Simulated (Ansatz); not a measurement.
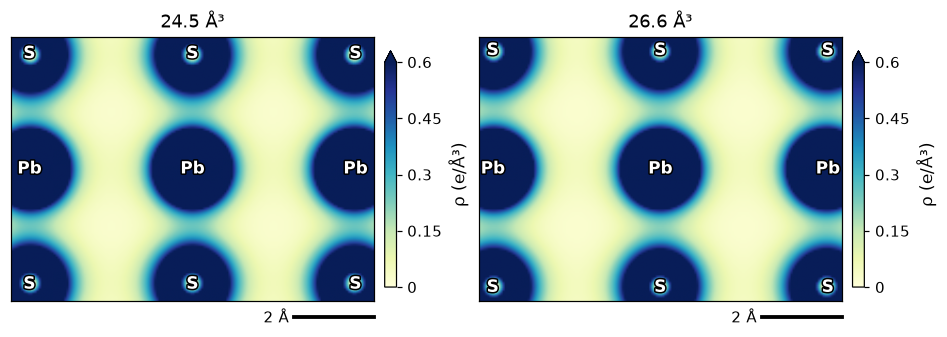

PbS. The valence charge density (pseudo) of cells scaled evenly to different volumes (given per atom above each panel), on the (11̄0) plane of each (indices in the axes of the cell below), at one length scale and on one colour scale.

Method: Kohn-Sham DFT of a periodic cell, PBEsol, spin-orbit coupling, Ansatz PAW in Ansatz.

The largest cell:

```
Pb S
1.0
     0.00000    2.98539    2.98539
     2.98539    0.00000    2.98539
     2.98539    2.98539    0.00000
Pb S
1 1
Direct
  0.00000 0.00000 0.00000
  0.50000 0.50000 0.50000
```

| volume (Å³/atom) | Pb–S contact in the plane (Å) | ρ at its midpoint (e/Å³) | pressure (GPa) | 
| --- | --- | --- | --- |
| 24.52 | 2.905 | 0.250 | 2.4 | 
| 26.09 | 2.966 | ? | ? | 
| 26.61 | 2.985 | 0.218 | −2.4 | 

Q: Estimate the missing row, and compare with the calculation.

A: Over the known rows ln ρ falls by 1.71 per Å of Pb–S distance (the line through the two), which gives 0.225 e/Å³ at 2.966 Å; the calculation gives 0.225 e/Å³. For the pressure, a straight line in volume between the neighbouring rows gives −1.2 GPa; the calculation gives −1.4.
